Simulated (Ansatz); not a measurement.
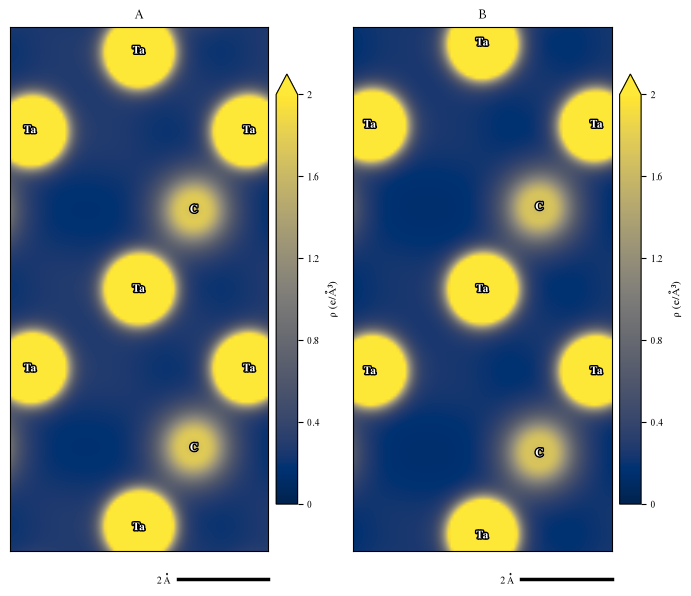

Ta₂C. The valence charge density (pseudo) of two cells that differ in size, on the (110) plane of each (indices in the axes of the calculation cell), at one length scale and on one colour scale: B has 14.3 Å³ an atom and A 12.9.

Level of theory: Kohn-Sham DFT of a periodic cell, r2SCAN, Ansatz PAW in Ansatz.

The density is the valence pseudo-density of a PAW calculation; it isn't the true density close to the nuclei.

**What changes from the larger cell to the smaller?**

From the larger cell to the smaller, Ta–Ta goes from 3.08 to 2.98 Å, and the density at its midpoint from 0.25 to 0.28 e/Å³; Ta–C goes from 2.21 to 2.14 Å, and the density at its midpoint from 0.6 to 0.69 e/Å³; the pressure goes from −10 to 22 GPa.
